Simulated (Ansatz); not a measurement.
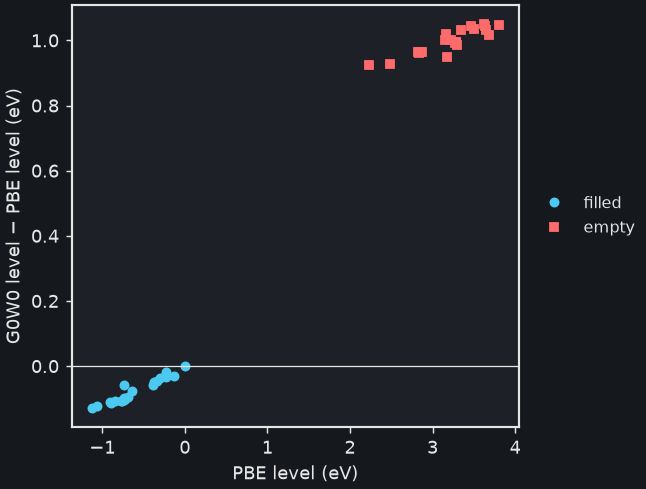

Change of each level from PBE to G0W0 against its PBE energy, both sets counted from their own valence top.

System: CdI2-type PbI₂, space group P-3m1, 3 atoms in the cell, relaxed with r2SCAN+rVV10; a = 4.566 Å, c = 7.041 Å (hexagonal axes). Starting point: PBE, Ansatz PAW set, no spin polarisation, no spin-orbit coupling, 6×6×2 k mesh, 420 eV cutoff, fixed occupations (Ansatz). Many-body step: G0W0 with empty bands 379, screening cutoff 120 eV and frequency treatment contour deformation.

**By how much does the gap open?**

Over the k points that were corrected, the smallest gap goes from 2.23 eV in PBE (direct at A) to 3.15 eV in G0W0 (direct at A), a change of +0.92 eV (+41 %).

**What are the quasiparticle weights at the band edges?**

The quasiparticle weight (renormalisation factor) lies between 0.74 and 0.80 for the top filled and first empty levels.

**Is the correction a rigid shift of the empty levels?**

Counted from the valence top, the lowest empty level moves by +0.92 eV at A, +0.96 eV at M and +0.93 eV at Γ; over the 11 points that were corrected the shifts run from +0.92 to +1.00 eV: a spread of 0.08 eV on a mean of 0.96 eV, so one scissor shift describes this level well. The top filled level also moves against the valence top, by −0.09 eV at L.

```csv
k point,PBE direct gap (eV),G0W0 direct gap (eV)
A,2.23,3.15
M,3.23,4.24
Γ,3.23,4.21
```

The k mesh is coarse (spacing up to 0.45 Å⁻¹), so the values aren't converged. Spin-orbit coupling is left out, which matters for Pb and I. Bands, cutoffs and mesh are finite, so these values aren't at the basis limit.
